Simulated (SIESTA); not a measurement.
**Energy of BP along an even scaling of the cell**

System: BP (2 atoms in the cell).
Method: Kohn-Sham DFT of a periodic cell, PBE, SG15 1.2 NC, numerical atomic orbitals, no spin polarisation (SIESTA 5.4.2).

The 7 runs differ only in the geometry, by an even scaling of the cell at fixed fractional positions. The structure derives from an entry of the Crystallography Open Database.

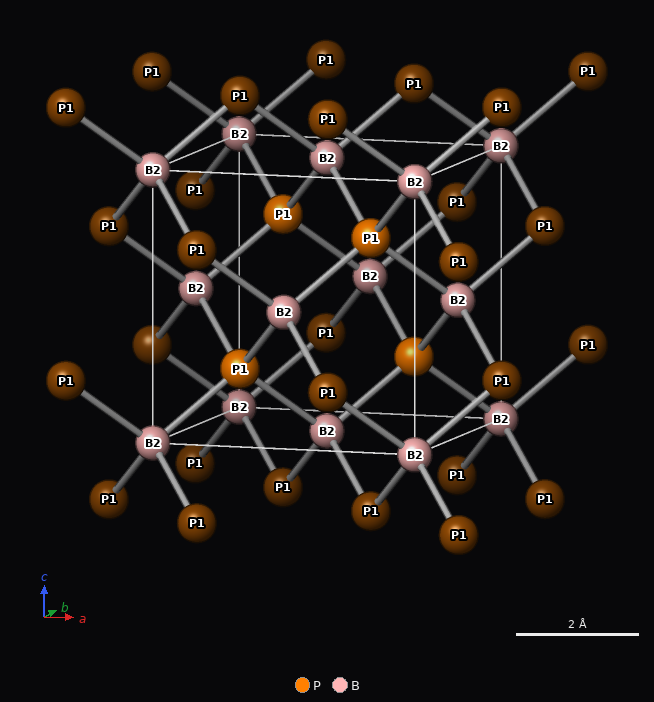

Figure 1. The structure of run 4 (ball-and-stick view of the cell 4 times as large as that of the calculation, set on its symmetry axes, seen slightly off an axis; neighbours outside the cell are drawn fainter; atoms are numbered from 1 in the order of the input).

## Input of run 4
```
SystemName                      BP
SystemLabel                     BP
NumberOfSpecies                 2
NumberOfAtoms                   2
%block ChemicalSpeciesLabel
  1  15 P
  2   5 B
%endblock ChemicalSpeciesLabel

LatticeConstant                 1.0 Ang
%block LatticeVectors
     0.0000000000     2.2690000000     2.2690000000
     2.2690000000     0.0000000000     2.2690000000
     2.2690000000     2.2690000000     0.0000000000
%endblock LatticeVectors
AtomicCoordinatesFormat         Fractional
%block AtomicCoordinatesAndAtomicSpecies
     0.7500000000     0.7500000000     0.7500000000  1  P
     0.0000000000     0.0000000000     0.0000000000  2  B
%endblock AtomicCoordinatesAndAtomicSpecies

%block kgrid.MonkhorstPack
   10   0   0  0.0
    0  10   0  0.0
    0   0  10  0.0
%endblock kgrid.MonkhorstPack
XC.Functional                   GGA
XC.Authors                      PBE
PAO.BasisSize                   DZP
PAO.EnergyShift                 0.002 Ry
Mesh.Cutoff                     500 Ry
OccupationFunction              FD
ElectronicTemperature           0.05 eV
MaxSCFIterations                120
SCF.MustConverge                false
SCF.Mixer.Method                Pulay
SCF.Mixer.Weight                0.25
SCF.Mixer.History               8
SCF.DM.Tolerance                5.0e-05
SCF.H.Tolerance                 1.0e-03 eV
WriteForces                     true
Charge.Mulliken                 end
```

Command:
```bash
siesta < BP.fdf > BP.out 2>&1
```

Run 3 differs from it as follows:
```diff
-     0.0000000000     2.2690000000     2.2690000000
-     2.2690000000     0.0000000000     2.2690000000
-     2.2690000000     2.2690000000     0.0000000000
+     0.0000000000     2.2537713532     2.2537713532
+     2.2537713532     0.0000000000     2.2537713532
+     2.2537713532     2.2537713532     0.0000000000
```

## Results, with one run withheld

```csv
run,volume per atom (Å³),"free energy per atom, from the lowest run given (meV)",pressure (GPa),gap on the mesh (eV)
1,10.981,43.78,15.51,1.24
2,11.214,24.42,11.19,1.26
3,11.448,?,?,?
4,11.682,2.93,3.66,1.31
5,11.915,0.00,0.47,1.33
6,12.149,1.40,−2.37,1.35
7,12.383,6.87,−5.10,1.37
```

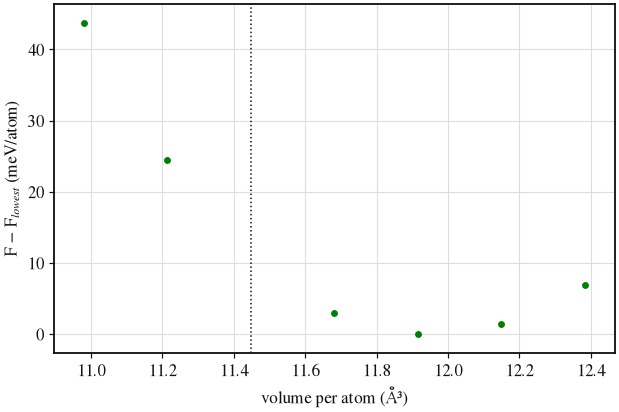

Figure 2. Free energy per atom of the runs given; the dotted line marks run 3.

Fit the runs given and predict run 3.

A cubic polynomial in V^(−2/3) (the Birch–Murnaghan form), fitted to the 6 runs given, misses them by at most 0.05 meV per atom. With x = V^(−2/3) − 0.19400 Å⁻², it reads F = 2.5159 + 1922.2 x + 3.5377e+05 x² + 1.0742e+05 x³ (meV per atom). At run 3 it gives 10.95 meV per atom, and the run itself gives 10.91. The slope of the fit gives a pressure −dF/dV of 7.27 GPa there, and the run prints 7.34 GPa. The two needn't agree exactly: the fit is approximate, and the printed stress is taken on a finite basis. The fit has its minimum at 11.954 Å³ per atom, where V d²F/dV² gives 154 GPa: the bulk modulus at this level, since symmetry fixes the shape and the positions. The gap on the mesh goes, without turning, from 1.24 eV in run 1 to 1.37 eV in run 7; run 3 has 1.28 eV. These are gaps of this functional on this mesh, which can miss the band edges; they aren't the measured gap.

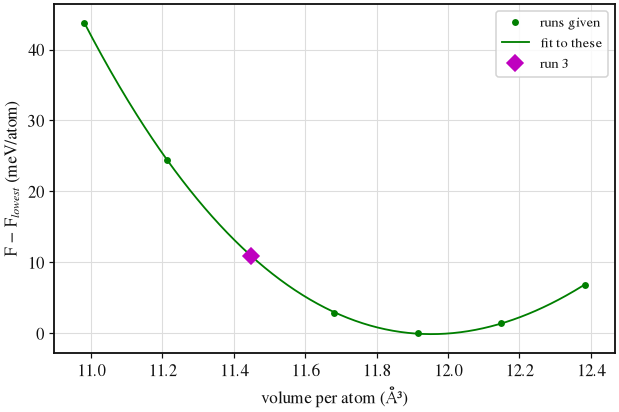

Figure 3. The fit and the withheld run.

## Some lines of the output (run 3)
```
[...]
outcell: Cell volume (Ang**3)        :     22.8960
stepf: Fermi-Dirac step function
siesta: Etot    =      -256.694380
siesta: FreeEng =      -256.694380
        iscf     Eharris(eV)        E_KS(eV)     FreeEng(eV)     dDmax    Ef(eV) dHmax(eV)
siesta: E_KS(eV) =             -257.2116
siesta: E_KS - E_eggbox =      -257.2116
siesta: Etot    =      -257.211632
siesta: FreeEng =      -257.211632
siesta:         Fermi =      -5.401316
siesta: Cell volume =         22.895997 Ang**3
    Orbital volume contribution        =           1.911605 eV
```

Notes: With a small basis of atomic orbitals these values can differ much from converged plane-wave results.
